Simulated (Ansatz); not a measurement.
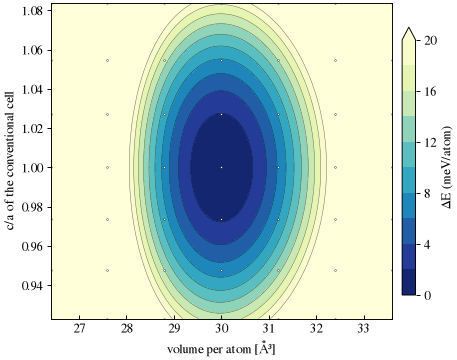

GaSb (F-43m, No. 216; 2 atoms in the cell). 
- The energy is mapped over volume and the cell's shape.
- Coordinates scanned: (1) volume per atom; (2) c/a of the conventional cell.
- Nothing is relaxed (symmetry fixes all fractional coordinates).
- The grid has 7 × 7 points.
- Points are written as (first, second).
- All energies are given in meV/atom relative to the lowest grid point.
- The lowest point has no gap; 22 points of the grid have one on the k-mesh.
- These are results of DFT PBE, scalar-relativistic, plane waves, PAW in Ansatz, not measurements. Settings: cutoff 420 eV, k-mesh 14×14×14, gaussian smearing 0.15 eV, no spin polarisation.

In the figure: filled contours, dots at the grid points, one colour for all values above the top of the scale. Between grid points the surface is interpolated.

Question: Estimate the position of the minimum and the force constants in these coordinates.

Answer: The interpolated minimum is at volume per atom ≈ 30.0 Å³, c/a of the conventional cell ≈ 1.000. The curvatures there are about 0.019 eV/(Å³)² and 10 eV, with a cross term of about 0 eV/Å³ (per cell of 2 atoms). Round the minimum the two coordinates are nearly uncoupled.

PAW datasets: the set soft_1.
